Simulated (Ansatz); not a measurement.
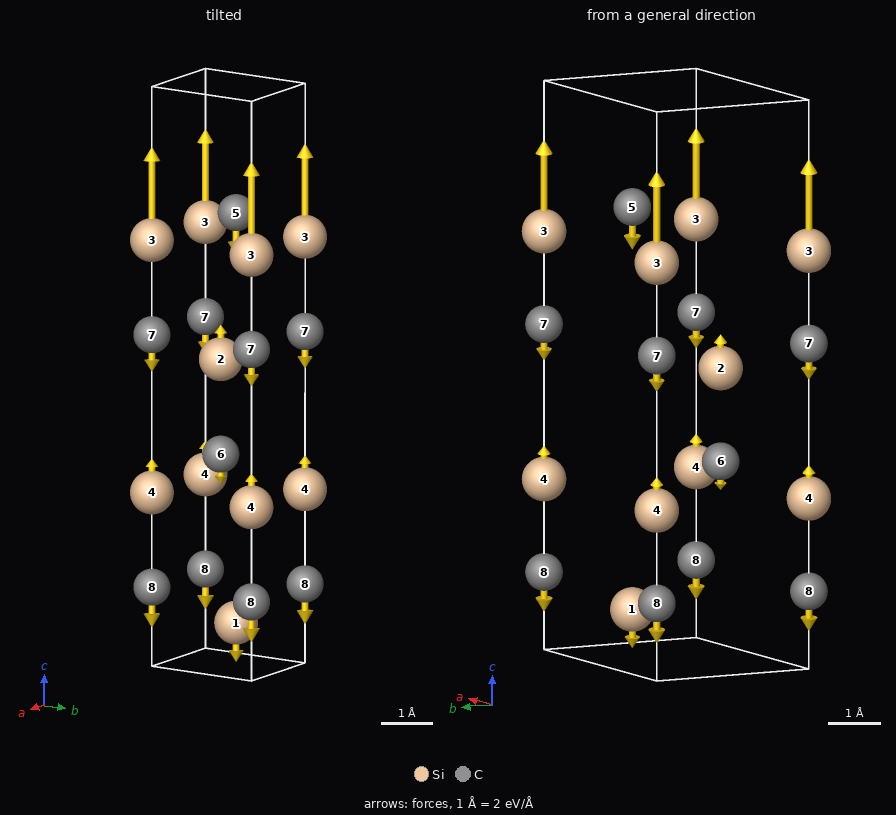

We look at a spheres-only model of the crystal slightly off an axis and from a general direction. The box is the simulation cell; atoms on or close to its faces, edges and corners are drawn wherever they repeat. The arrows are the computed forces on the atoms.

System: SiC. Level of theory and settings: DFT PBE, scalar-relativistic, plane waves, PAW in Ansatz, cutoff 420 eV, the zone sampled with 10×10×3 points, Gaussian smearing of 0.05 eV, no spin polarisation.

### Would an optimiser stop at this geometry?

No. The atoms still feel forces of up to about 2.9 eV/Å, far above a usual threshold of 0.01 to 0.03 eV/Å.

### Identify the atom with the maximum force.

Si3, about 2.9 eV/Å.

It goes back to a structure listed in the Materials Project. The cell was then strained or its atoms displaced on purpose. It was run through Ansatz as a DFT input.
